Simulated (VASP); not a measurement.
# BN: geometry relaxation (part 2 of 3)

Continued. System: BN (P6₃/mmc, 4 atoms in the cell). Method: Kohn-Sham DFT of a periodic cell, r2SCAN, VASP PAW PBE potentials, recommended, no spin polarisation (VASP 6.6.1); cutoff 600 eV, 12×12×4 k-mesh, Gaussian smearing of 0.02 eV. The structure derives from an entry of the Crystallography Open Database.

Geometry of the input (Å; fractional positions):
```
2.5400  0.0000  0.0000
-1.2700  2.1997  0.0000
0.0000  0.0000  6.5980
B  0.3333  0.6667  0.2500
B  0.6667  0.3333  0.7500
N  0.3333  0.6667  0.7500
N  0.6667  0.3333  0.2500
```

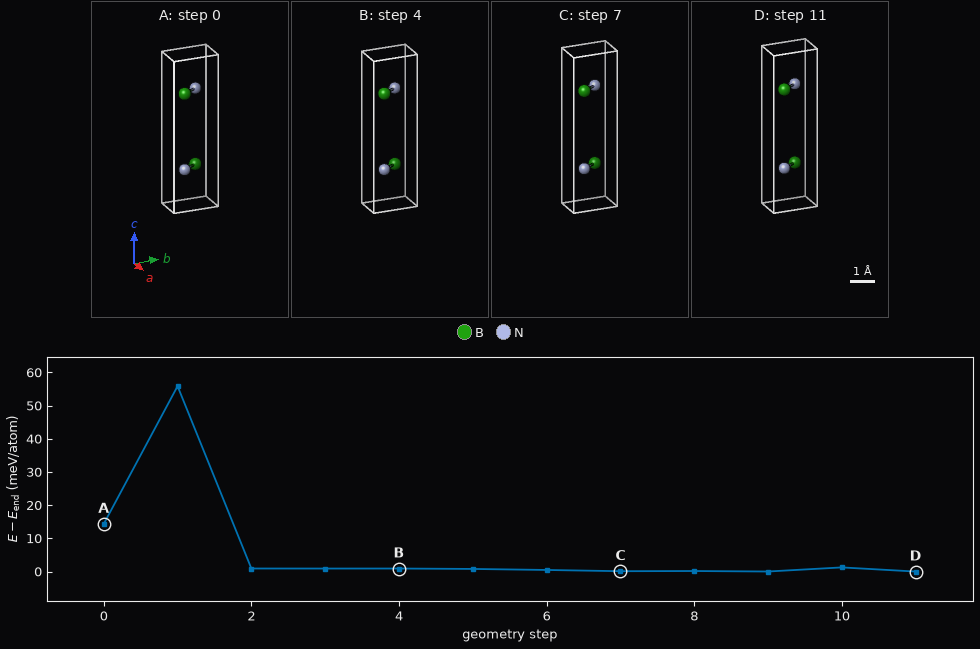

Fig. 1: Frames of the relaxation (ball-and-stick view of the cell of the calculation, seen slightly off an axis) above the curves, on which the letters mark them (steps are counted from 0).

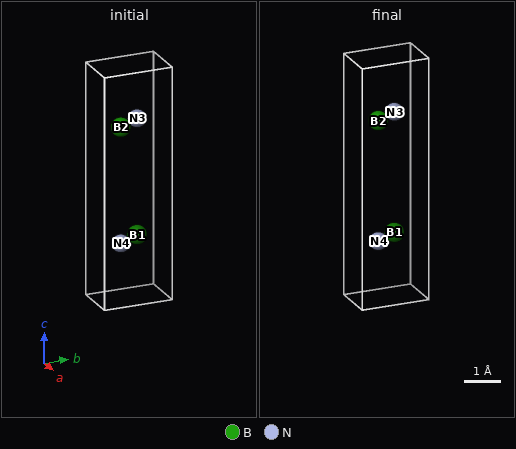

Fig. 2: Before (left) and after (right) the relaxation, at one scale (ball-and-stick view of the cell of the calculation, seen slightly off an axis). The energy falls by 14.4 meV per atom in 11 geometry steps. All forces vanish by symmetry, so only the cell relaxes. No atom moves by more than 0.005 Å relative to the cell. The volume changes by +0.7 %, with a = b 2.540 → 2.503 Å (−1.5 %), c 6.598 → 6.846 Å (+3.8 %). Among the contacts that change: B1–N4 1.466 → 1.445 Å. The space group stays P6_3/mmc (No. 194). (Atoms are counted from 1 in the order of the input.)

## Parts of OUTCAR
```
SYSTEM = BN
   PREC = Accurate
   ENCUT = 600
   EDIFF = 1E-7
   ISMEAR = 0
   LREAL = .FALSE.
   LASPH = .TRUE.
   NELM = 80
   ISIF = 3
   METAGGA = R2SCAN
   IBRION = 2
   NSW = 90
   EDIFFG = -0.005

 ion  position               nearest neighbor table
   1  0.333  0.667  0.250-   4 1.47   4 1.47   4 1.47
   2  0.667  0.333  0.750-   3 1.47   3 1.47   3 1.47
   3  0.333  0.667  0.750-   2 1.47   2 1.47   2 1.47
   4  0.667  0.333  0.250-   1 1.47   1 1.47   1 1.47

  LATTYP: Found a hexagonal cell.
 ALAT       =     2.5400000000
 C/A-ratio  =     2.5976377953

  Lattice vectors:

 A1 = (   2.5400000000,   0.0000000000,   0.0000000000)
 A2 = (  -1.2700000000,   2.1997045300,   0.0000000000)
 A3 = (   0.0000000000,   0.0000000000,   6.5980000000)

Analysis of symmetry for initial positions (statically):
=====================================================================
 Subroutine PRICEL returns:
 Original cell was already a primitive cell.

 Routine SETGRP: Setting up the symmetry group for a
 hexagonal supercell.

 Subroutine GETGRP returns: Found 24 space group operations
 (whereof 12 operations were pure point group operations)
 out of a pool of 24 trial point group operations.

The static configuration has the point symmetry D_3d.
 The point group associated with its full space group is D_6h.

Analysis of symmetry for dynamics (positions and initial velocities):
=====================================================================
 Subroutine PRICEL returns:
 Original cell was already a primitive cell.

 Routine SETGRP: Setting up the symmetry group for a
 hexagonal supercell.

 Subroutine GETGRP returns: Found 24 space group operations
 (whereof 12 operations were pure point group operations)
 out of a pool of 24 trial point group operations.

The dynamic configuration has the point symmetry D_3d.
 The point group associated with its full space group is D_6h.

 Subroutine INISYM returns: Found 24 space group operations
 (whereof 12 operations are pure point group operations),
 and found     1 'primitive' translations

----------------------------------------------------------------------------------------

                                     Primitive cell

  volume of cell :      36.8647

  direct lattice vectors                    reciprocal lattice vectors
     2.540000000  0.000000000  0.000000000     0.393700787  0.227303255  0.000000000
    -1.270000000  2.199704530  0.000000000     0.000000000  0.454606510  0.000000000
     0.000000000  0.000000000  6.598000000     0.000000000  0.000000000  0.151561079

  length of vectors
     2.540000000  2.540000004  6.598000000     0.454606511  0.454606510  0.151561079

  position of ions in fractional coordinates (direct lattice)
     0.333333330  0.666666670  0.250000000
     0.666666670  0.333333330  0.750000000
     0.333333330  0.666666670  0.750000000
     0.666666670  0.333333330  0.250000000

  ion indices of the primitive-cell ions
   primitive index   ion index
                 1           1
                 2           2
                 3           3
                 4           4

----------------------------------------------------------------------------------------

 KPOINTS: regular mesh

Automatic generation of k-mesh.
 Grid dimensions read from file:
 generate k-points for:   12   12    4

 Generating k-lattice:

  Cartesian coordinates                     Fractional coordinates (reciprocal lattice)
     0.032808399  0.018941938  0.000000000     0.083333333  0.000000000  0.000000000
     0.000000000  0.037883876  0.000000000     0.000000000  0.083333333  0.000000000
     0.000000000  0.000000000  0.037890270     0.000000000  0.000000000  0.250000000

  Length of vectors
     0.037883876  0.037883876  0.037890270

  Shift w.r.t. Gamma in fractional coordinates (k-lattice)
     0.000000000  0.000000000  0.000000000

 Subroutine IBZKPT returns following result:
 ===========================================

 Found     57 irreducible k-points:

 Following reciprocal coordinates:
            Coordinates               Weight
  0.000000  0.000000  0.000000      1.000000
  0.083333 -0.000000  0.000000      6.000000
  0.166667 -0.000000  0.000000      6.000000
  0.250000  0.000000  0.000000      6.000000
  0.333333  0.000000  0.000000      6.000000
  0.416667  0.000000  0.000000      6.000000
  0.500000  0.000000  0.000000      3.000000
  0.083333  0.083333  0.000000      6.000000
  0.166667  0.083333  0.000000     12.000000
  0.250000  0.083333  0.000000     12.000000
  0.333333  0.083333  0.000000     12.000000
  0.416667  0.083333  0.000000     12.000000
  0.166667  0.166667  0.000000      6.000000
  0.250000  0.166667  0.000000     12.000000
  0.333333  0.166667  0.000000     12.000000
  0.416667  0.166667  0.000000      6.000000
  0.250000  0.250000  0.000000      6.000000
  0.333333  0.250000  0.000000     12.000000
  0.333333  0.333333  0.000000      2.000000
  0.000000  0.000000  0.250000      2.000000
  0.083333 -0.000000  0.250000     12.000000
  0.166667 -0.000000  0.250000     12.000000
  0.250000  0.000000  0.250000     12.000000
  0.333333  0.000000  0.250000     12.000000
 [... further k-points ...]
   k-points           NKPTS =     57   k-points in BZ     NKDIM =     57   number of bands    NBANDS=     12
   number of dos      NEDOS =    301   number of ions     NIONS =      4
   total plane-waves  NPLWV =  21600
   dimension x,y,z NGX =    20 NGY =   20 NGZ =   54
   dimension x,y,z NGXF=    40 NGYF=   40 NGZF=  108
   ions per type =               2   2
   NGX,Y,Z   is equivalent  to a cutoff of  13.09, 13.09, 13.61 a.u.
   NGXF,Y,Z  is equivalent  to a cutoff of  26.18, 26.18, 27.21 a.u.
 SYSTEM =  BN
   PREC   = accura    normal or accurate (medium, high low for compatibility)
   ISTART =      0    job   : 0-new  1-cont  2-samecut
   ICHARG =      2    charge: 1-file 2-atom 10-const
   ISPIN  =      1    spin polarized calculation?
   LNONCOLLINEAR =      F non collinear calculations
   LSORBIT =      F    spin-orbit coupling
   LASPH  =      T    aspherical Exc in radial PAW
   ENCUT  =  600.0 eV  44.10 Ry    6.64 a.u.   5.07  5.07 13.18*2*pi/ulx,y,z
   NELM   =     80;   NELMIN=  2; NELMDL= -5     # of ELM steps
   EDIFF  = 0.1E-06   stopping-criterion for ELM
   LREAL  =      F    real-space projection
   EDIFFG = -.5E-02   stopping-criterion for IOM
   NSW    =     90    number of steps for IOM
   IBRION =      2    ionic relax: 0-MD 1-quasi-New 2-CG
   NFREE  =      1    steps in history (QN), initial steepest desc. (CG)
   ISIF   =      3    stress and relaxation
   ISYM   =      2    0-nonsym 1-usesym 2-fastsym
   POTIM  = 0.5000    time-step for ionic-motion
   TEBEG  =    0.0;   TEEND  =   0.0 temperature during run
   PSTRESS=    0.0 pullay stress
   NELECT =      16.0000    total number of electrons
   NUPDOWN=      -1.0000    fix difference up-down
   EMIN   =  10.00;   EMAX   =-10.00  energy-range for DOS
   EFERMI =   0.00;   METHOD = LEGACY
   ISMEAR =     0;   SIGMA  =   0.02  broadening in eV -4-tet -1-fermi 0-gaus
   EFERMI_NEDOS =   21; number of points for ismear=-14 and -15
   IALGO  =     38    algorithm
   IMIX   =      4    mixing-type and parameters
     AMIX     =   0.40;   BMIX     =  1.00
     AMIX_MAG =   1.60;   BMIX_MAG =  1.00
  volume/ion in A,a.u.               =       9.22        62.19
  Fermi-wavevector in a.u.,A,eV,Ry     =   1.239495  2.342305 20.903274  1.536347
  Thomas-Fermi vector in A             =   2.373976
   LORBIT       =      0    0 simple, 1 ext, 2 COOP (PROOUT), +10 PAW based schemes
   METAGGA = R2SCAN    functional components
   LHFCALC =     F    Hartree Fock is set to
   AEXX    =    0.0000 exact exchange contribution
   IVDW    =     0    specifies the selected vdW correction
   LEPSILON=     F    determine dielectric tensor
   LRPA    =     F    only Hartree local field effects (RPA)
 conjugate gradient relaxation of ions
 non-spin polarized calculation
 Gauss-broadening in eV      SIGMA  =   0.02
  energy-cutoff  :      600.00
  volume of cell :       36.86
 maximum number of plane-waves:      1250
   NGX = 11   NGY = 11   NGZ = 27

--------------------------------------- Ionic step        1  -------------------------------------------

 number of electron      16.0000000 magnetization

 Free energy of the ion-electron system (eV)
  ---------------------------------------------------
  ext. energy  EPLUGINS =         0.00000000
  ---------------------------------------------------
  free energy    TOTEN  =       -38.54277737 eV

  energy without entropy =      -38.54277737  energy(sigma->0) =      -38.54277737

------------------------ aborting loop because EDIFF is reached ----------------------------------------

  FORCE on cell =-STRESS in cart. coord.  units (eV):
  Direction    XX          YY          ZZ          XY          YZ          ZX
  --------------------------------------------------------------------------------------
  -------------------------------------------------------------------------------------
  Total       -3.5641970     -3.5641970      0.2206769      0.0000000      0.0000000     -0.0000000
  in kB     -154.9037423   -154.9037429      9.5908498      0.0000000      0.0000000     -0.0000000
  external PRESSURE =    -100.0722118 kB  Pullay stress =       0.0000000 kB

 VOLUME and BASIS-vectors are now :
 -----------------------------------------------------------------------------
  energy-cutoff  :      600.00
  volume of cell :       36.86
      direct lattice vectors                 reciprocal lattice vectors
     2.540000000  0.000000000  0.000000000     0.393700787  0.227303255  0.000000000
    -1.270000000  2.199704530  0.000000000     0.000000000  0.454606510  0.000000000
     0.000000000  0.000000000  6.598000000     0.000000000  0.000000000  0.151561079

 POSITION                                       TOTAL-FORCE (eV/Angst)
 -----------------------------------------------------------------------------------
     -0.00000      1.46647      1.64950        -0.000000     -0.000000      0.000000
      1.27000      0.73323      4.94850        -0.000000      0.000000      0.000000
     -0.00000      1.46647      4.94850         0.000000     -0.000000      0.000000
      1.27000      0.73323      1.64950        -0.000000      0.000000      0.000000
 -----------------------------------------------------------------------------------
    total drift:                               -0.000002      0.000001      0.000000

  FREE ENERGIE OF THE ION-ELECTRON SYSTEM (eV)
  ---------------------------------------------------
  free  energy   TOTEN  =       -38.5427773678 eV

  energy  without entropy=      -38.5427773678  energy(sigma->0) =      -38.54277737

--------------------------------------- Ionic step        2  -------------------------------------------

 number of electron      16.0000000 magnetization

------------------------ aborting loop because EDIFF is reached ----------------------------------------

  FORCE on cell =-STRESS in cart. coord.  units (eV):
  Direction    XX          YY          ZZ          XY          YZ          ZX
  --------------------------------------------------------------------------------------
  -------------------------------------------------------------------------------------
  Total        7.7454331      7.7454331      0.2084274     -0.0000000      0.0000000      0.0000000
  in kB      366.5688124    366.5688138      9.8642617     -0.0000000      0.0000000      0.0000000
  external PRESSURE =     247.6672960 kB  Pullay stress =       0.0000000 kB

 VOLUME and BASIS-vectors are now :
 -----------------------------------------------------------------------------
  energy-cutoff  :      600.00
  volume of cell :       33.85
      direct lattice vectors                 reciprocal lattice vectors
     2.430814084  0.000000000 -0.000000000     0.411384814  0.237513133  0.000000000
    -1.215407042  2.105146752  0.000000000     0.000000000  0.475026265  0.000000000
     0.000000000  0.000000000  6.615560642     0.000000000 -0.000000000  0.151158769

 POSITION                                       TOTAL-FORCE (eV/Angst)
 -----------------------------------------------------------------------------------
     -0.00000      1.40343      1.65389         0.000000     -0.000000      0.000000
      1.21541      0.70172      4.96167         0.000000      0.000000      0.000000
     -0.00000      1.40343      4.96167        -0.000000     -0.000000      0.000000
      1.21541      0.70172      1.65389        -0.000000      0.000000      0.000000
 -----------------------------------------------------------------------------------
    total drift:                               -0.000002      0.000001      0.000000

  FREE ENERGIE OF THE ION-ELECTRON SYSTEM (eV)
  ---------------------------------------------------
  free  energy   TOTEN  =       -38.3767266368 eV

  energy  without entropy=      -38.3767266368  energy(sigma->0) =      -38.37672664

--------------------------------------- Ionic step        3  -------------------------------------------

 number of electron      15.9999998 magnetization

------------------------ aborting loop because EDIFF is reached ----------------------------------------

  FORCE on cell =-STRESS in cart. coord.  units (eV):
  Direction    XX          YY          ZZ          XY          YZ          ZX
  --------------------------------------------------------------------------------------
  -------------------------------------------------------------------------------------
  Total       -0.0970764     -0.0970764      0.2187467      0.0000000      0.0000000      0.0000000
  in kB       -4.3388981     -4.3388981      9.7770374      0.0000000      0.0000000      0.0000000
  external PRESSURE =       0.3664138 kB  Pullay stress =       0.0000000 kB

 VOLUME and BASIS-vectors are now :
```
